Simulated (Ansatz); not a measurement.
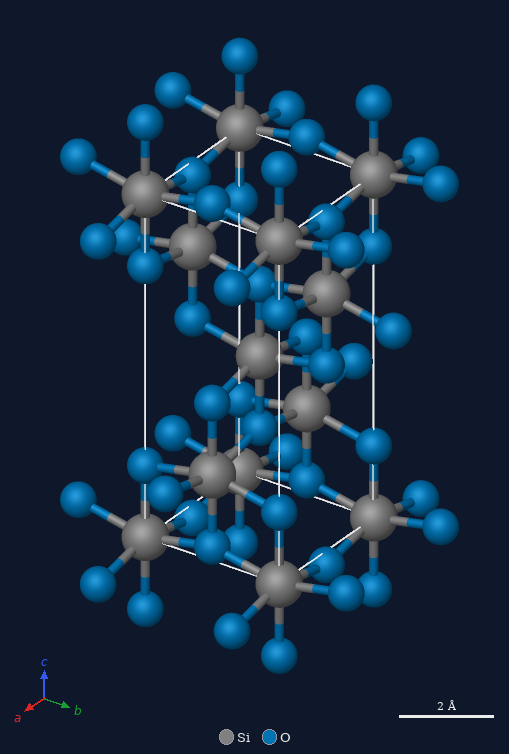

Ball-and-stick drawing of the structure, looking from a general direction. The conventional unit cell is drawn as a box. Some neighbours outside the box are added.

SiO2, space group I4_1/amd (No. 141), a = 3.49 Å, b = 3.49 Å, c = 8.41 Å, α = 90.00°, β = 90.00°, γ = 90.00°.

Results below were computed with DFT, r2SCAN0, plane waves, PAW (Ansatz); the settings were E_cut = 500 eV, k-points about 0.42 Å⁻¹ apart, no spin polarisation.

Is it conducting or gapped at this level?

Answer. An insulator at this level, with a gap of 9.74 eV, indirect; the smallest direct gap is 10.56 eV.

Which way would the volume go on relaxing?

Answer. The computed pressure is -6.6 GPa (stretched: it would shrink). The stress isn't hydrostatic: its largest component is 7.1 GPa.

Provenance: a structure type filled with these elements by a generator (whether the compound takes this form wasn't checked). Earlier steps of the study may have refined or changed the cell and positions. Ansatz was used for an electronic-structure calculation on it.

At this level of theory the cell isn't at rest (stretched, at -7 GPa), so its distances can differ from those at equilibrium, the more so the softer the solid.
